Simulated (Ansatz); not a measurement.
The calculation's input:

```
crystal:
  lattice:
    - [-0.0176619342, 3.5323868426, 3.5323868426]
    - [3.5323868426, -0.0176619342, 3.5323868426]
    - [3.5147249084, 3.5147249084, 0.0]
  atoms:
    - { symbol: Ba, position: [0.0, 0.0, 0.0] }
    - { symbol: Te, position: [0.5, 0.5, 0.5] }
kpoints:
  mp_grid: { grid: [6, 6, 6] }
  band_path:
    path:
      - [0.0, 0.0, 0.0]
      - [0.5, 0.0, 0.5]
      - [0.625, 0.25, 0.625]
      - [0.375, 0.375, 0.75]
      - [0.5, 0.5, 0.5]
      - [0.5, 0.25, 0.75]
      - [0.5, 0.5, 0.0]
    npoints: 1
hamiltonian:
  xc: r2scan
scf:
  occupations: { method: fixed }
  n_extra_bands: 4
output:
  forces: true
  stress: true
  eigenvalues: true
  write_density: true
  write_potential: true
  elf: true
  volumetric_format: npy
```

Launched as:

```sh
ansatz run input.yaml --threads 4 --pin off --max-ram 4608MiB --backend cpu --events-out ev --progress --plain --runs-dir out
```

Below, planes, directions and counts refer to the conventional cell (a = 4.97 Å, b = 5.02 Å, c = 7.06 Å, α = 90.00°, β = 90.00°, γ = 90.00°).

Space group Immm; started from the rocksalt prototype, which need not be the ambient phase; changed on purpose from its base cell (shear xy strain -1.0%).

Level of theory: DFT, r2SCAN, plane waves, PAW (Ansatz).

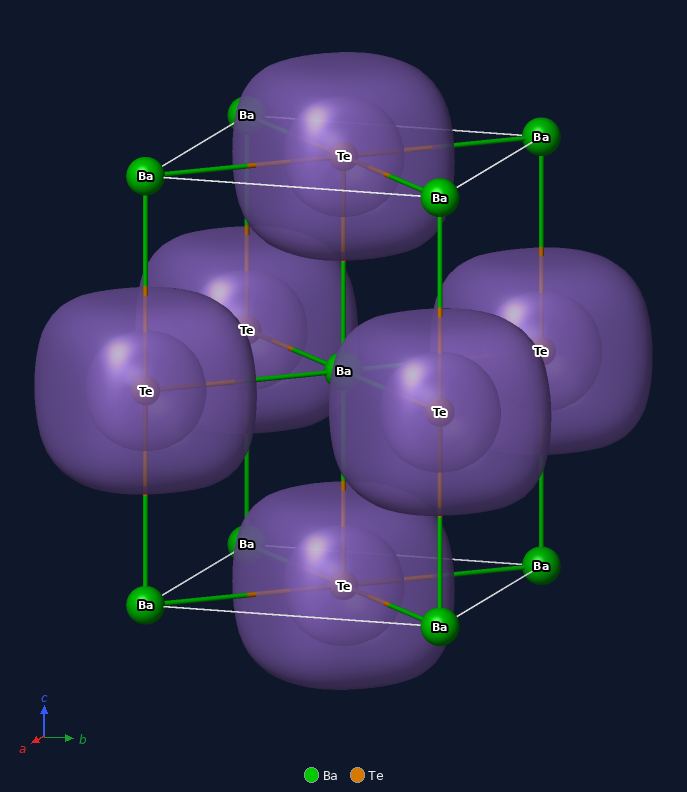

BaTe. Isosurface of the ELF at 0.55 (purple), seen slightly off an axis. Only the valence region is drawn (cores and ρ < 0.01 e/Å³ removed). Sticks mark near contacts.

In a PAW calculation such maps are meaningful between the atoms, not at the nuclei.

Q: Identify the bonds, lone pairs and shells in this picture.

A: The ELF exceeds this value in two regions wrapped around Te (the valence shell of each), counted in one cell of 4 atoms. Regions shared between cells count once. Profiles from the grid: Ba–Te (3.53 Å): the ELF peaks at about 0.75 in the valence shell of Te, 1.3 Å from its nucleus, and drops to about 0.10 between the two atoms (no localised pair shows between them).

Q: Metal or insulator at this level of theory?

A: It is gapped, with a Kohn–Sham gap of 2.0 eV on the k-point mesh (the band edges may lie off the mesh, which would make the gap smaller).
